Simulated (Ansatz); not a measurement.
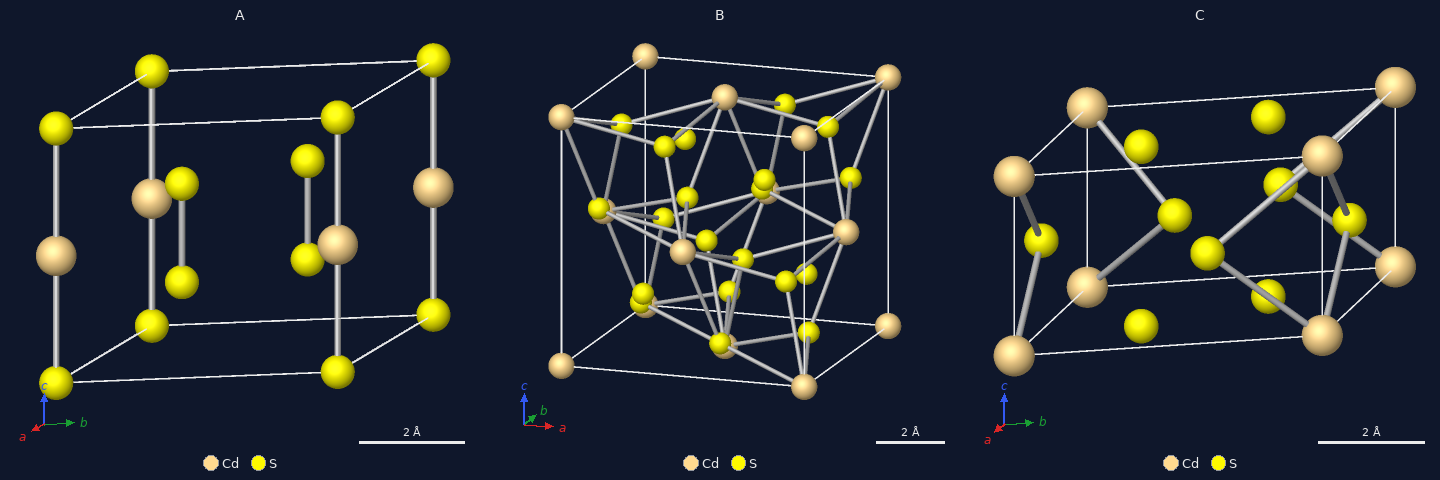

Three structures of CdS5, each relaxed to rest (conventional cells in solid outline, small ones repeated, each panel with its own scale). Method: Ansatz 0.2.0, DFT PBE, scalar-relativistic, plane waves, PAW, without spin polarisation.

Name the structure in each panel.

Answer. A: 6 atoms a cell on a primitive hexagonal lattice, P6/mmm; B: 24 atoms a cell on a face-centred cubic lattice, F-43m; C: 6 atoms a cell on a primitive hexagonal lattice, P-62m.

Which of these is lowest in energy, and how far above it do the others lie?

Answer. A, then C (+221 meV/atom) and B (+621 meV/atom), energies at zero smearing.

Collect the results in a table.

Answer.
| panel | structure | E − E(lowest) (meV/atom) | volume (Å³/atom) | gap (eV) |
| --- | --- | --- | --- | --- |
| A | P6/mmm | 0 | 21.8 | metal |
| C | P-62m | 221 | 18.7 | metal |
| B | F-43m | 621 | 18.4 | metal |

Some of these may be structure types tried for this composition rather than known phases, and the most stable form need not be among them. Gaps are taken on the k-mesh or band path of each run.
